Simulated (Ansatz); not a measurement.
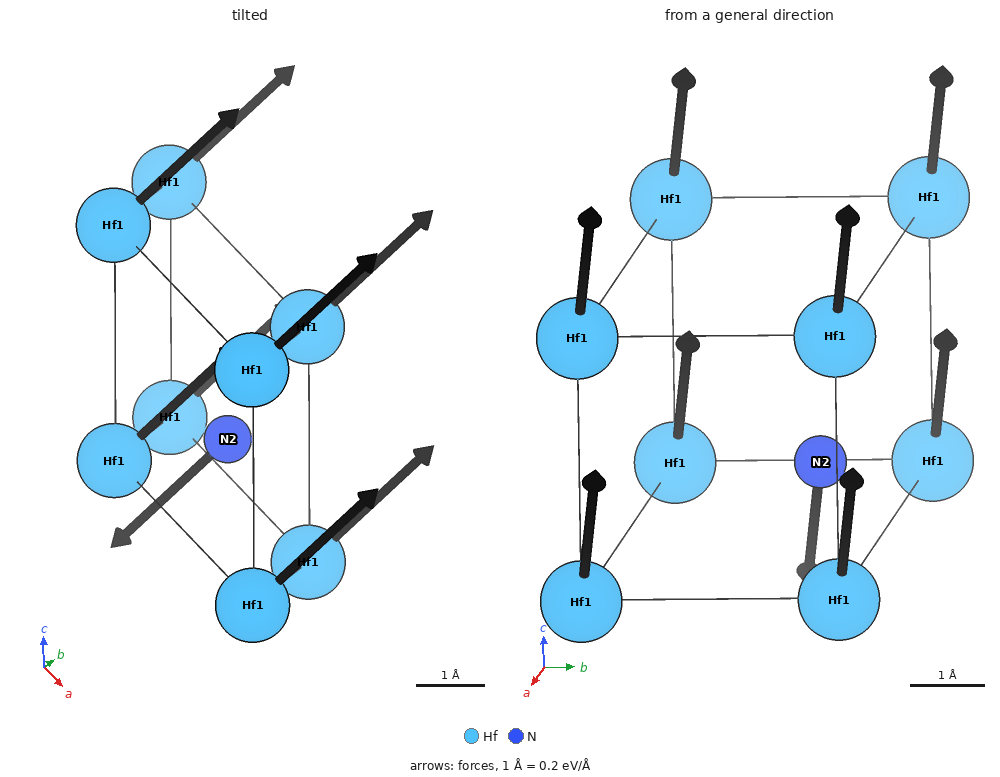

The structure above is drawn in spheres-only style and viewed slightly off an axis and from a general direction. The lines enclose the cell (the run's own, in a reduced setting); boundary atoms appear with their images. The arrows are the computed forces on the atoms.

System: HfN. Level of theory and settings: DFT PBE, scalar-relativistic, plane waves, PAW in Ansatz 0.2.0, E_cut = 420 eV, k-points about 0.18 Å⁻¹ apart, Gaussian smearing of 0.1 eV, no spin polarisation.

Question: Is the structure at a minimum of the energy?

Answer: No. The atoms still feel forces of up to about 0.44 eV/Å, far above a usual threshold of 0.01 to 0.03 eV/Å.

Question: Which atom carries the strongest force?

Answer: Hf1 and N2, about 0.44 eV/Å.

The structure was taken from a structure listed in the Materials Project. The cell was then strained or its atoms displaced on purpose. It was the input of a calculation with Ansatz.
